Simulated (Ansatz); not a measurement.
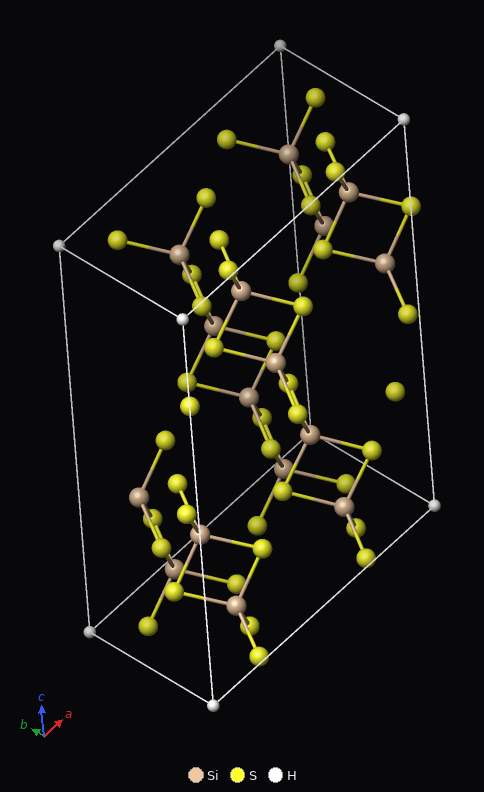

Shown here is a ball-and-stick view of the crystal, taken slightly off an axis. The lines enclose the simulation cell; boundary atoms appear with their images.

Si$_{16}$HS$_{32}$, a = 12.74 Å, b = 12.79 Å, c = 12.87 Å, α = 75.73°, β = 60.34°, γ = 60.12°.

Setup: DFT PBE, scalar-relativistic, plane waves, PAW in Ansatz 0.2.0; plane waves to 420 eV, the zone sampled with 2×2×2 points, Gaussian smearing of 0.01 eV, collinear spins. The state is ferromagnetic, in a cell of 49 atoms.

Question: What does the calculation say: metal or gapped?

Answer: A semiconductor at this level, with a gap of 2.72 eV on the k-mesh (the true edges may lie between mesh points, so the gap can be somewhat smaller).

The initial geometry was a structure listed in the Materials Project, repeated into a supercell with a point defect put in. The atoms were relaxed in a fixed cell with DFT PBE, scalar-relativistic, plane waves, PAW (Ansatz 0.2.0).
